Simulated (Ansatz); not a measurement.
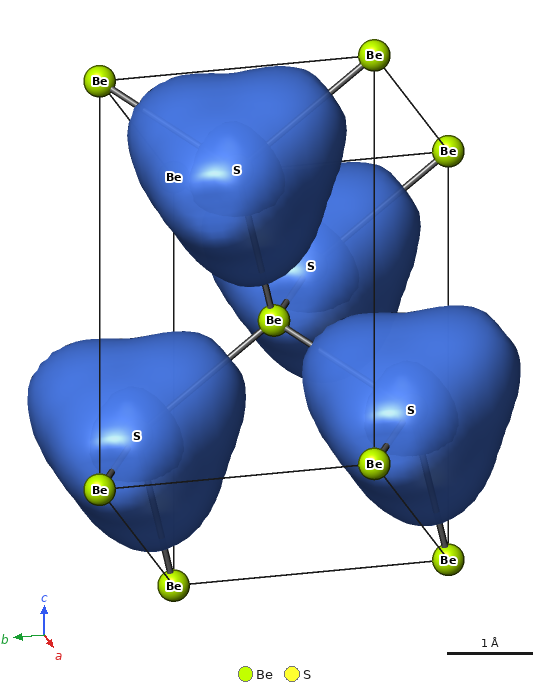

BeS. Isosurface of the electron localisation function at 0.7 (blue), seen at an oblique angle. Core shells and regions of very low density are left out. Sticks mark near contacts.

Space group I-4m2; computed pressure about −4 GPa in this cell.

Level of theory: DFT PBEsol, scalar-relativistic, plane waves, PAW (Ansatz).

Q: Where are the electrons localised?

A: The ELF exceeds this value in two regions wrapped around S (the valence shell of each), counted in one cell of 4 atoms. Regions shared between cells count once. Along the contacts the grid gives the following. Be–S (2.13 Å): the ELF peaks at about 0.95 between the atoms; a polar covalent bond.
